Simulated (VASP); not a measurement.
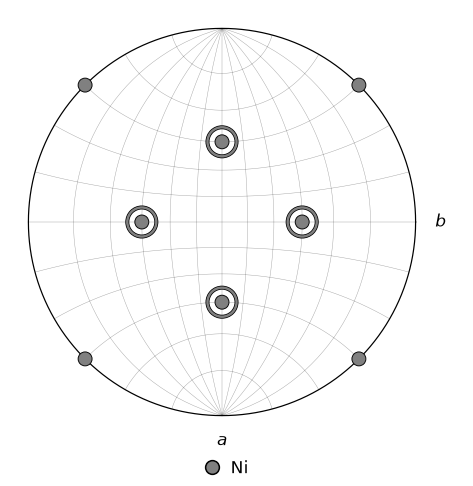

Crystal: Ni, a cell listed in the Materials Project, as set up for an electronic-structure calculation. Directions from one nickel atom at (0, 0, 0) to its bonded neighbours, in stereographic projection down c (filled: above the plane of the page or in it, open: below). Geometry calculated from the standardised cell; symmetry tolerance 0.002 Å.

Neighbours are counted up to 2.75 Å for Ni.

```yaml
crystal:
  lattice:
    - [3.47515, 0.00000, 0.00000]
    - [0.00000, 3.47515, 0.00000]
    - [0.00000, 0.00000, 3.47515]
  atoms:
    - { symbol: Ni, position: [0.00000, 0.00000, 0.00000] }
    - { symbol: Ni, position: [0.00000, 0.50000, 0.50000] }
    - { symbol: Ni, position: [0.50000, 0.00000, 0.50000] }
    - { symbol: Ni, position: [0.50000, 0.50000, 0.00000] }
```

Question: How many neighbours are there, and at what angles?

Answer: 12: 12 Ni at 2.46 Å. Angles between bonds: 60° (24×), 90° (12×), 120° (24×), 180° (6×).

Question: What is the site's symmetry in the crystal?

Answer: Point group m-3m (Oh), order 48: three fourfold axes, four threefold axes, six twofold axes, nine mirror planes, an inversion centre. In Fm-3m (No. 225) this is Wyckoff position 4a.
